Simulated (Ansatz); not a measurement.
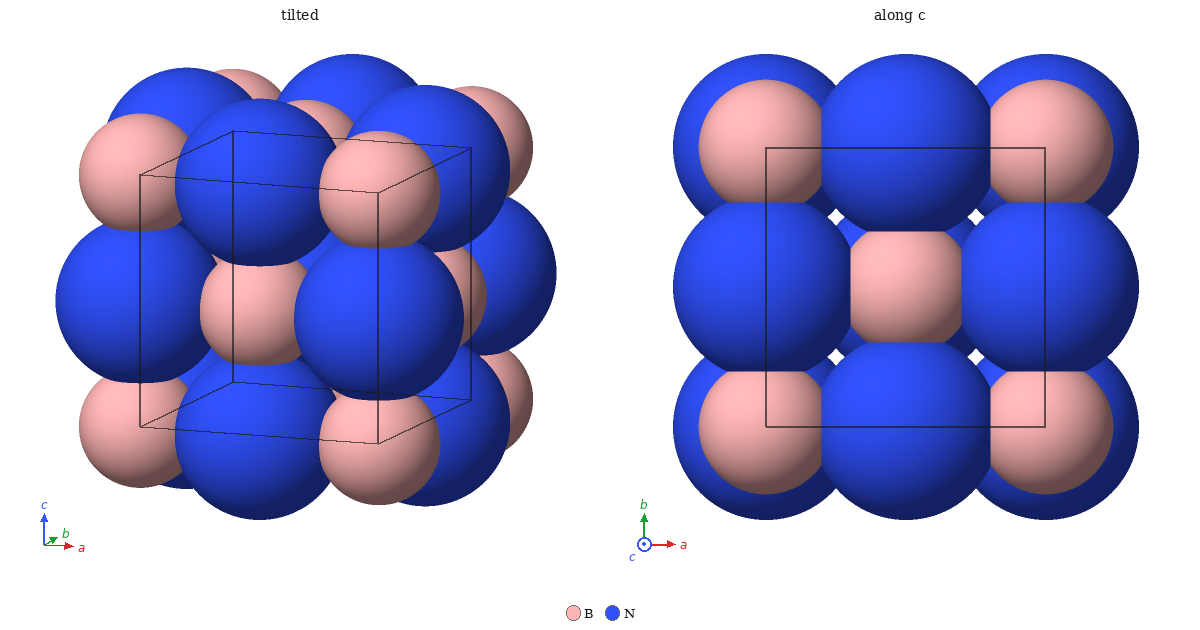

Shown here is a space-filling view of the crystal, taken slightly off an axis and along the c axis. Lines trace the edges of the conventional unit cell.

BN, rock salt (NaCl type), space group Fm-3m (No. 225), a = 3.492 Å, b = 3.492 Å, c = 3.492 Å, α = 90.00°, β = 90.00°, γ = 90.00°. The model was built from a structure type filled with these elements by a generator (whether the compound takes this form wasn't checked). Earlier steps of the study, as a rule a relaxation of our own, may have changed the cell and positions, so they can lie some per cent off the listed ones. A calculation with Ansatz used it as input.

This one geometry was computed with Ansatz (DFT, plane waves, PAW) at six levels of theory: PBE, r2SCAN, r2SCAN0, PBE0, LDA and HSE06. It was relaxed beforehand with r2SCAN.

Which level gives the highest pressure at this volume, and what does that say about its equilibrium volume?

Answer. Highest: PBE (3.9 GPa), which points to the largest equilibrium volume. Lowest, with the smallest volume: LDA (-11.0 GPa). Levels within 0.5 GPa of each other can't be told apart.

How does the band gap change with the level of theory?

Answer. PBE: a gap of 1.20 eV, indirect; r2SCAN: a gap of 1.34 eV, indirect; LDA: a gap of 1.36 eV, indirect; HSE06: a gap of 2.18 eV, indirect; PBE0: a gap of 2.92 eV, indirect; r2SCAN0: a gap of 3.02 eV, indirect.

Collect the results in a table.

Answer.
| level | cutoff (eV) | k-mesh of the run's cell | gap (eV) | pressure (GPa) |
| --- | --- | --- | --- | --- |
| PBE | 420 | 12×12×12 | 1.20 | 3.9 |
| r2SCAN | 500 | 12×12×12 | 1.34 | 0.0 |
| r2SCAN0 | 500 | 8×8×8 | 3.02 | -9.7 |
| PBE0 | 420 | 8×8×8 | 2.92 | -8.5 |
| LDA | 420 | 12×12×12 | 1.36 | -11.0 |
| HSE06 | 420 | 8×8×8 | 2.18 | -8.4 |

Gaps are taken on the k-mesh or band path of each run.
